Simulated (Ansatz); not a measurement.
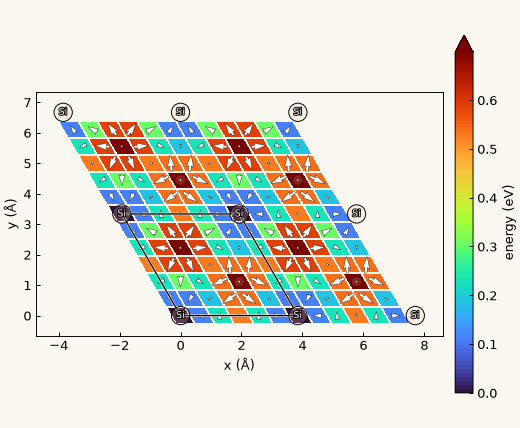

Energy landscape of S on a Si(001) slab cut from the P6_3/mmc phase, its upper half relaxed before the scan (8 atoms of substrate and one adsorbate in a 1 × 1 cell). S is moved over the surface cell; relaxed at each place: the height of the adsorbate's atoms; substrate rigid; the origin of the map has the adsorbate above Si8. Places are given modulo a cell vector. The map is drawn in real space over the plane of the surface. The scan uses a 6 × 6 grid; 10 points were computed and 26 follow by symmetry. Energies are in eV, from the lowest grid point. Energies and slopes of some neighbouring points disagree (a jump in structure or state, or too coarse a mesh). At some places the adsorbate sinks to or below the level of the top layer. The magnetic moment jumps between some neighbouring points. With one adsorbate in each 1 × 1 cell, its nearest image is 3.9 Å away, so neighbouring adsorbates interact. Theory: Ansatz 0.2.0, DFT PBE, scalar-relativistic, plane waves, PAW. Settings: cutoff 420 eV, k-mesh 9×9×1, gaussian smearing 0.05 eV, spin-polarised.

Drawn: one coloured cell a grid point, arrows along the force (downhill), their lengths compressed, labelled circles for the atoms of the top layer and small ones for the second layer, the outline of one cell of the 2 × 2 shown, one colour for all values above the top of the scale. 

What does the map say about the system?

Answer. The lowest grid point is at the top site over a surface Si atom, (0/6, 0/6) of the cell vectors. The highest grid point, a place at or below the level of the top layer, (2/6, 4/6) of the cell vectors, lies 2.271 eV above the lowest. At the lowest point the adsorbate has 1 Si at 2.09 Å as nearest neighbours, at the highest 3 Si at 2.33 Å. Its relaxed height above the top atom is 2.08 Å at the lowest and −1.39 Å at the highest point.

Grid values (eV):

| second ↓, first → | 0/6 | 1/6 | 2/6 | 3/6 | 4/6 | 5/6 |
| --- | --- | --- | --- | --- | --- | --- |
| 5/6 | 0.111 | 0.304 | 0.587 | 0.587 | 0.304 | 0.111 |
| 4/6 | 0.230 | 0.587 | 2.271 | 0.587 | 0.230 | 0.185 |
| 3/6 | 0.527 | 0.587 | 0.587 | 0.527 | 0.539 | 0.539 |
| 2/6 | 0.230 | 0.304 | 0.230 | 0.539 | 1.361 | 0.539 |
| 1/6 | 0.111 | 0.111 | 0.185 | 0.539 | 0.539 | 0.185 |
| 0/6 | 0.000 | 0.111 | 0.230 | 0.527 | 0.230 | 0.111 |

The input of one point:

```yaml
crystal:
  lattice:
    - [3.8510821778, 0.0, 0.0]
    - [-1.9255410889, 3.3351349981, 0.0]
    - [0.0, 0.0, 25.7458743948]
  atoms:
    - { symbol: Si, position: [0.6666666667, 0.3333333333, 0.155364698] }
    - { symbol: Si, position: [0.3333333333, 0.6666666667, 0.1864797875] }
    - { symbol: Si, position: [0.3333333333, 0.6666666667, 0.2789705447] }
    - { symbol: Si, position: [0.6666666667, 0.3333333333, 0.3100856343] }
    - { symbol: Si, position: [0.6666666667, 0.3333333333, 0.4023777094] }
    - { symbol: Si, position: [0.3333333333, 0.6666666667, 0.4328816174] }
    - { symbol: Si, position: [0.3333333333, 0.6666666667, 0.5270845181] }
    - { symbol: Si, position: [0.6666666667, 0.3333333333, 0.5533264933] }
    - { symbol: S, position: [0.6666666667, 0.3333333333, 0.6372234302], spin: 2.0 }
basis:
  ecutwfc: 420
kpoints:
  mp_grid: { grid: [9, 9, 1] }
hamiltonian:
  xc: pbe
  pseudopotentials: { kind: paw, azcp: { folder: soft_1 } }
scf:
  occupations: { method: gaussian, width: 0.05 }
output:
  forces: true
  eigenvalues: true
  populations: true
magnetization:
  spin_polarized: true
relax:
  adjacent_minimum: "off"
  f_tol: 0.025
  max_steps: 16
  constraints: [{ sites: [0, 1, 2, 3, 4, 5, 6, 7] }, { sites: [8], fix: xy }]
efield:
  axis: 3
  dipole_correction: true
  ramp_width: 0.04
```

The whole map (10 points run) took 28 min on 1 thread of Intel(R) Xeon(R) 6975P-C (Granite Rapids) (shared host).
